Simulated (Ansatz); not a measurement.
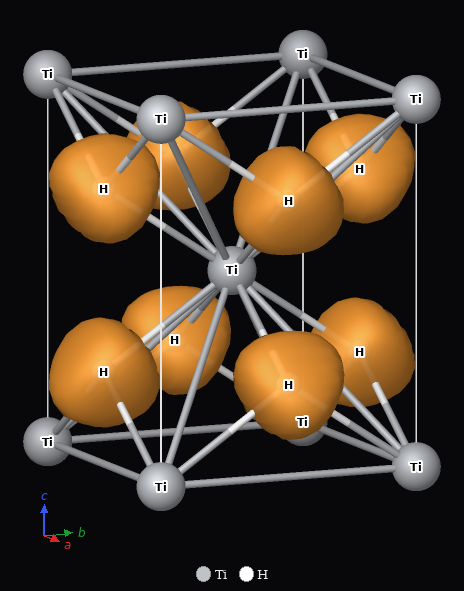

The picture shows: TiH2. Isosurface of the ELF at 0.75 (orange), seen slightly off an axis. Core shells and regions of very low density are left out. Sticks mark near contacts.

Space group I4/mmm; changed on purpose from its base cell (strain -0.080 along x and y, -0.080 along z, atoms carried along); computed pressure about 54 GPa in this cell; computed without spin polarisation.

These are results of DFT r2SCAN, scalar-relativistic, plane waves, PAW (Ansatz 0.2.0), not measurements.

In a PAW calculation such maps are meaningful between the atoms, not at the nuclei.

Where are the electrons localised?

The ELF exceeds this value in four regions around hydrogen nuclei, counted in one cell of 6 atoms. Any copies at cell faces, edges or corners count once.

Values along the shortest contacts:
Ti–H (1.77 Å): the ELF climbs to about 1 towards the hydrogen. Ti–Ti (2.86 Å): the ELF is about 0.25 at the midpoint; no shared electron pair shows on this line.

Does the calculation make it a metal, or give it a gap?

It is gapless in this calculation (a metal or semimetal).
